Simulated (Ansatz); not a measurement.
## Geometry relaxation, with input and output: SnO2 (part 1 of 2)

SnO2 (6 atoms in the cell), computed with DFT r2SCAN, scalar-relativistic, plane waves, PAW, no spin polarisation (Ansatz 0.2.0).

The structure derives from an entry of the Crystallography Open Database. It belongs to a series of runs on one base structure; here: volume × 1.03, shape and atoms relaxed. Figures and captions count atoms from 1; the log counts them from 0 in places.

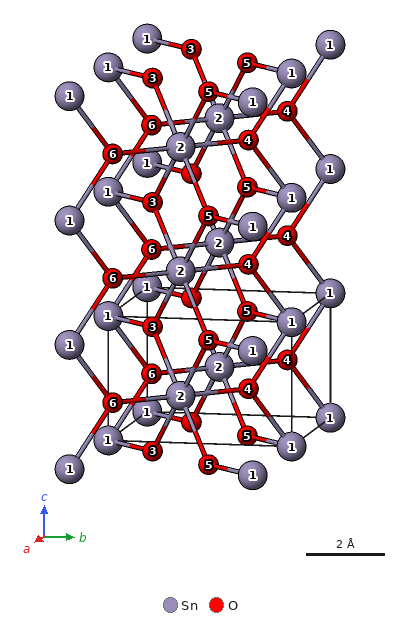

*The input geometry (ball-and-stick view of the cell of the calculation, repeated 2 × 1 × 3, seen slightly off an axis; atoms are numbered from 1 in the order of the input).*

Near neighbours in the crystal (not all of them lie inside the picture): Sn has 6 O at 2.08 to 2.09 Å; O has 3 Sn at 2.08 to 2.09 Å.

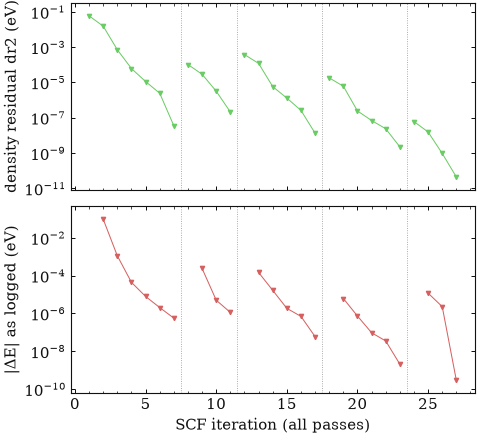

*Convergence of the self-consistent field: density residual dr2 and size of the energy change against the SCF iteration. The dotted lines part the SCF passes of the relaxation: geometry steps, rejected trials and re-solves on a re-selected basis.*

The 5 passes take 4 to 7 iterations each, 27 in all.

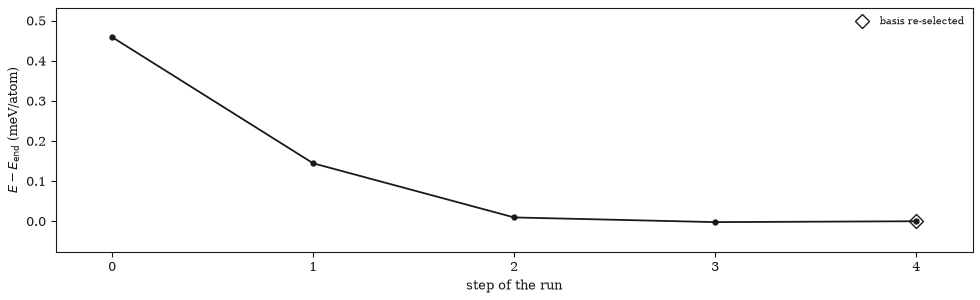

*Progress of the relaxation, step by step (the first geometry is step 0 here and step 1 in the log).*

The largest moves relative to the cell, 0.004 Å, are those of O3, O4, O5 and O6. Sn stays in place. Among the contacts that change: Sn1–O3 2.080 → 2.089 Å, Sn1–O4 2.086 → 2.080 Å. The space group stays P4_2/mnm (No. 136). Over 3 geometry steps the energy falls by 0.5 meV per atom. The largest force component goes from 0.071 to under 0.0001 eV/Å. The pressure goes from −5.96 to −5.55 GPa. A last SCF at the same geometry on a re-selected plane-wave basis shifts the energy by +0.0 meV per atom. (Atoms are counted from 1 in the order of the input.)

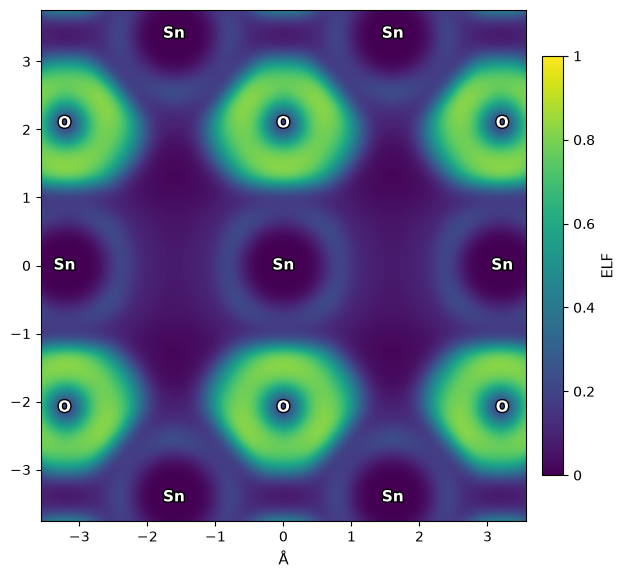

*Electron localisation function on the (11̄0) plane of the conventional cell.*

The plane passes through Sn and O nuclei. Sn–O (2.09 Å): the ELF is about 0.25 at the midpoint. Core electrons are frozen (PAW), so the fields are smoothed inside the atomic spheres.

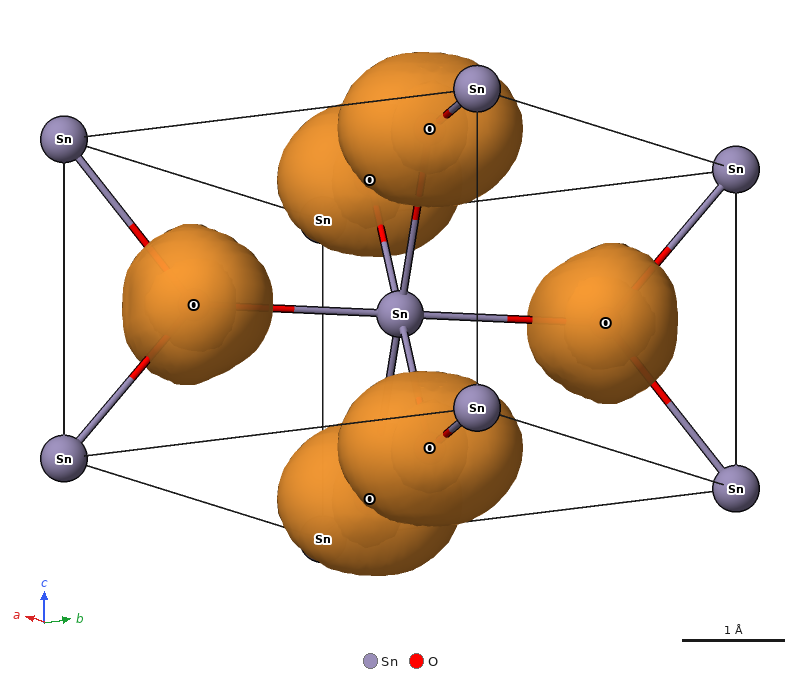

*Isosurface of the electron localisation function at 0.75 (orange), seen at an oblique angle. Only the valence region is drawn (cores and ρ < 0.01 e/Å³ removed). Sticks mark near contacts. The outline is the cell set on symmetry axes.*

Profiles from the grid: Sn–O (2.08 Å): the ELF is about 0.25 at the midpoint.

The input that produced these results follows, with the program's output.

### The input
```yaml
crystal:
  lattice:
    - [4.8070737564, 0.0, 0.0]
    - [0.0, 4.8070737564, 0.0]
    - [0.0, 0.0, 3.2325068067]
  atoms:
    - { symbol: Sn, position: [0.0, 0.0, 0.0] }
    - { symbol: Sn, position: [0.5, 0.5, 0.5] }
    - { symbol: O, position: [0.3059109373, 0.3059109373, 0.0] }
    - { symbol: O, position: [0.1940890627, 0.8059109373, 0.5] }
    - { symbol: O, position: [0.6940890627, 0.6940890627, 0.0] }
    - { symbol: O, position: [0.8059109373, 0.1940890627, 0.5] }
basis:
  ecutwfc: 500
kpoints:
  mp_grid: { grid: [6, 6, 8] }
hamiltonian:
  xc: r2scan
scf:
  occupations: { method: gaussian, width: 0.02 }
output:
  forces: true
  stress: true
  eigenvalues: true
  write_density: true
  write_potential: true
  elf: true
  volumetric_format: npy
relax:
  adjacent_minimum: "off"
  f_tol: 0.01
  max_steps: 30
  cell: { stress_tol: 0.1, fix: [volume] }
```

Launched with:
```bash
ansatz run input.yaml --threads 2 --pin off --max-ram 5120MiB --backend cpu --events-out ev --progress --plain --runs-dir out
```

### Output
```
Engine: ansatz 0.2.0, aarch64-unknown-linux-gnu
Pseudopotentials: kind: paw
Pseudopotential: Sn, paw, valence charge 14, recommended cutoff 500 eV (meta_gga), Sn.paw.azcp
Pseudopotential: O, paw, valence charge 6, recommended cutoff 500 eV (meta_gga), O.paw.azcp
Functional definition: r2SCAN
  parameter k0 = 0.174
  parameter k1 = 0.065
  parameter a1 = 4.9479
  exchange = r2scan_x(k0 = k0, k1 = k1, a1 = a1)
  correlation = r2scan_c
Crystal: 6 atoms, lattice volume = 74.697 Å³
Basis set: ecut = 500 eV, 1915 PW (Γ), exchange–correlation on 144×144×96 points (64 copies of the dense FFT grid, shifted against one another)
Bands: 32, of which v1, the nominal top of the filled ones, is band 26 counted from 1 (25 counted from 0)
Symmetry: 16 space group operations
Space group: P42/mnm (ITA 136), of the structure as read, at distance tolerance 4.2e-5 Å
k-points: 50 of 288
Non-local potential: Sn, projectors of the file, l = 0: 2, l = 1: 2, l = 2: 2, l = 3: 2
Non-local potential: O, projectors of the file, l = 0: 2, l = 1: 2, l = 2: 1
PAW form: soft (Blöchl's): semilocal exchange-correlation on the pseudo side does not see the compensation charge
PAW frozen core: Sn, regenerated for the run's functional (the file was generated under x = pbe(κ = 0.804, μ = 0.2195149727645171), c = pbe(β = 0.06672455060314922))
PAW frozen core: O, regenerated for the run's functional (the file was generated under x = pbe(κ = 0.804, μ = 0.2195149727645171), c = pbe(β = 0.06672455060314922))
PAW one-centre angular grid: Sn, 590 points (default); XC on 249 of its mesh's 2787 points in the sphere
PAW one-centre angular grid: O, 302 points (default); XC on 160 Gauss nodes
Initial density: superposition of atomic densities (neutral atoms: chi_scale 0, normalization atom), corrected by the library's trained network
Initial wavefunctions: pseudopotential atomic-orbital guess
Functional: x = r2scan, c = r2scan; τ floored in thin density (d = 2e-4 eV/Å³)
SCF iter   1: F=—  HF=-14352.292250 eV  |F-HF|=—  |Δ(HF+E_count)|=         —  Δρ=1.02e-2  dr2=5.84e-2  dr2_τ=2.47e-1  ethr=1.77e-3  ⟨swp⟩=6.3  Hψ=7047  notcnv=0
preconditioner: auto → Resta (q_TF=auto, 2.568 Å⁻¹)  ε∞=3.3  [insulator: Δε(μ)=1.479 eV  Ē_g=20.525 eV  σ=0.020 eV  W_gap=1.00  n_scr=18 (ndim 8)  ℏωp=31.0 eV  f_vac=0.033  D(μ)=0.00/eV (n_scr^D=0)  ε∞_Penn≈3.3]
SCF iter   2: F=—  HF=-14352.387324 eV  |F-HF|=—  |Δ(HF+E_count)|=   9.51e-2  Δρ=6.07e-3  dr2=1.51e-2  dr2_τ=1.06e-3  ethr=1.12e-4  ⟨swp⟩=2.7  Hψ=3068  notcnv=0  defer=91
SCF iter   3: F=—  HF=-14352.386225 eV  |F-HF|=—  |Δ(HF+E_count)|=   1.10e-3  Δρ=9.58e-4  dr2=6.98e-4  dr2_τ=1.31e-4  ethr=2.91e-5  ⟨swp⟩=2.0  Hψ=1718  notcnv=0  defer=91
SCF iter   4: F=—  HF=-14352.386269 eV  |F-HF|=—  |Δ(HF+E_count)|=   4.33e-5  Δρ=3.26e-4  dr2=6.02e-5  dr2_τ=5.69e-6  ethr=1.34e-6  ⟨swp⟩=2.2  Hψ=2277  notcnv=0  defer=91
SCF iter   5: F=—  HF=-14352.386277 eV  |F-HF|=—  |Δ(HF+E_count)|=   7.81e-6  Δρ=1.06e-4  dr2=1.11e-5  dr2_τ=5.79e-7  ethr=1.16e-7  ⟨swp⟩=2.1  Hψ=2254  notcnv=0  defer=91
SCF iter   6: F=—  HF=-14352.386275 eV  |F-HF|=—  |Δ(HF+E_count)|=   2.01e-6  Δρ=5.35e-5  dr2=2.41e-6  dr2_τ=7.06e-8  ethr=2.13e-8  ⟨swp⟩=2.8  Hψ=2689  notcnv=0  defer=91
SCF iter   7: F=-14352.386274 eV  HF=-14352.386274 eV  |F-HF|=1.31e-8  |Δ(HF+E_count)|=   5.55e-7  Δρ=6.70e-6  dr2=3.46e-8  dr2_τ=1.84e-9  ethr=1.92e-10  ⟨swp⟩=12.9  Hψ=12427  notcnv=0
SCF 1 converged in 7 iterations: F = -14352.386274 eV  dr2 = 3.46e-8
  greatest PAW one-centre occupation: 0.995 electrons in one spin orbital (limit 2), on the Sn atom at site 1 (counted from 0), in its partial waves of l = 2
relax step   1: F+E_penalty+E_count = -14352.38627394 eV  Δ(F+E_penalty+E_count) = +0.000e0 eV  max|allowed force component| = 7.104e-2 eV/Å  Δτ_max = 0.0000 Å  P = -5.964 GPa  Ω = 74.697 Å³  fix = [volume]  reactions: volume -5.964 GPa  (7 SCF iters, dr2 threshold 1.00e-7 eV, accepted)
Basis set: ecut = 500 eV, 1931 PW (Γ), exchange–correlation on 144×144×96 points (64 copies of the dense FFT grid, shifted against one another)
Initial density: handed on by an earlier stage of this run
Initial wavefunctions: those handed on with the density
iter 1 solved again at ethr=1.46e-7 eV; its pass at ethr=3.10e-3 eV (dr2=7.57e-5 eV) is discarded
SCF iter   1: F=—  HF=-14352.387918 eV  |F-HF|=—  |Δ(HF+E_count)|=         —  Δρ=5.26e-4  dr2=1.02e-4  dr2_τ=4.92e-4  ethr=1.46e-7  ⟨swp⟩=3.0  Hψ=8947  notcnv=0
preconditioner: auto → Resta (q_TF=auto, 2.568 Å⁻¹)  ε∞=3.3  [insulator: Δε(μ)=1.441 eV  Ē_g=20.515 eV  σ=0.020 eV  W_gap=1.00  n_scr=18 (ndim 8)  ℏωp=31.0 eV  f_vac=0.034  D(μ)=0.00/eV (n_scr^D=0)  ε∞_Penn≈3.3]
SCF iter   2: F=—  HF=-14352.388155 eV  |F-HF|=—  |Δ(HF+E_count)|=   2.36e-4  Δρ=2.66e-4  dr2=2.86e-5  dr2_τ=2.42e-6  ethr=1.46e-7  ⟨swp⟩=2.4  Hψ=3006  notcnv=0
SCF iter   3: F=—  HF=-14352.388160 eV  |F-HF|=—  |Δ(HF+E_count)|=   4.95e-6  Δρ=8.27e-5  dr2=3.14e-6  dr2_τ=5.76e-7  ethr=5.50e-8  ⟨swp⟩=2.4  Hψ=2875  notcnv=0
SCF iter   4: F=-14352.388161 eV  HF=-14352.388161 eV  |F-HF|=2.01e-7  |Δ(HF+E_count)|=   1.11e-6  Δρ=2.79e-5  dr2=2.09e-7  dr2_τ=2.45e-8  ethr=1.15e-9  ⟨swp⟩=11.0  Hψ=12615  notcnv=0
SCF 2 converged in 4 iterations: F = -14352.388161 eV  dr2 = 2.09e-7
  greatest PAW one-centre occupation: 0.995 electrons in one spin orbital (limit 2), on the Sn atom at site 0 (counted from 0), in its partial waves of l = 2
relax step   2: F+E_penalty+E_count = -14352.38816094 eV  Δ(F+E_penalty+E_count) = -1.887e-3 eV  max|allowed force component| = 6.341e-2 eV/Å  Δτ_max = 0.0001 Å  P = -5.754 GPa  Ω = 74.697 Å³  fix = [volume]  reactions: volume -5.754 GPa  (4 SCF iters, dr2 threshold 6.00e-7 eV, accepted)
iter 1 solved again at ethr=6.51e-7 eV; its pass at ethr=3.10e-3 eV (dr2=3.38e-4 eV) is discarded
SCF iter   1: F=—  HF=-14352.388840 eV  |F-HF|=—  |Δ(HF+E_count)|=         —  Δρ=9.83e-4  dr2=3.72e-4  dr2_τ=5.70e-3  ethr=6.51e-7  ⟨swp⟩=2.3  Hψ=8028  notcnv=0
preconditioner: auto → Resta (q_TF=auto, 2.568 Å⁻¹)  ε∞=3.3  [insulator: Δε(μ)=1.464 eV  Ē_g=20.520 eV  σ=0.020 eV  W_gap=1.00  n_scr=18 (ndim 8)  ℏωp=31.0 eV  f_vac=0.035  D(μ)=0.00/eV (n_scr^D=0)  ε∞_Penn≈3.3]
SCF iter   2: F=—  HF=-14352.388985 eV  |F-HF|=—  |Δ(HF+E_count)|=   1.45e-4  Δρ=5.14e-4  dr2=1.18e-4  dr2_τ=9.52e-6  ethr=6.51e-7  ⟨swp⟩=2.0  Hψ=2695  notcnv=0
SCF iter   3: F=—  HF=-14352.388968 eV  |F-HF|=—  |Δ(HF+E_count)|=   1.64e-5  Δρ=1.31e-4  dr2=5.72e-6  dr2_τ=1.31e-6  ethr=2.26e-7  ⟨swp⟩=2.0  Hψ=2205  notcnv=0
SCF iter   4: F=—  HF=-14352.388970 eV  |F-HF|=—  |Δ(HF+E_count)|=   1.83e-6  Δρ=6.45e-5  dr2=1.28e-6  dr2_τ=1.26e-7  ethr=1.10e-8  ⟨swp⟩=2.3  Hψ=2305  notcnv=0
SCF iter   5: F=—  HF=-14352.388971 eV  |F-HF|=—  |Δ(HF+E_count)|=   6.86e-7  Δρ=2.16e-5  dr2=2.57e-7  dr2_τ=4.70e-8  ethr=2.45e-9  ⟨swp⟩=2.0  Hψ=2312  notcnv=0
SCF iter   6: F=-14352.388971 eV  HF=-14352.388971 eV  |F-HF|=7.28e-10  |Δ(HF+E_count)|=   5.83e-8  Δρ=7.14e-6  dr2=1.31e-8  dr2_τ=1.36e-9  ethr=4.83e-10  ⟨swp⟩=9.3  Hψ=10011  notcnv=0
SCF 3 converged in 6 iterations: F = -14352.388971 eV  dr2 = 1.31e-8
  greatest PAW one-centre occupation: 0.996 electrons in one spin orbital (limit 2), on the Sn atom at site 1 (counted from 0), in its partial waves of l = 2
relax step   3: F+E_penalty+E_count = -14352.38897093 eV  Δ(F+E_penalty+E_count) = -8.100e-4 eV  max|allowed force component| = 1.896e-2 eV/Å  Δτ_max = 0.0055 Å  P = -5.512 GPa  Ω = 74.697 Å³  energy of the carried Pulay correction = -5.789e-18 eV  fix = [volume]  reactions: volume -5.512 GPa  (6 SCF iters, dr2 threshold 2.51e-7 eV, accepted)
iter 1 solved again at ethr=3.17e-8 eV; its pass at ethr=3.10e-3 eV (dr2=1.65e-5 eV) is discarded
```
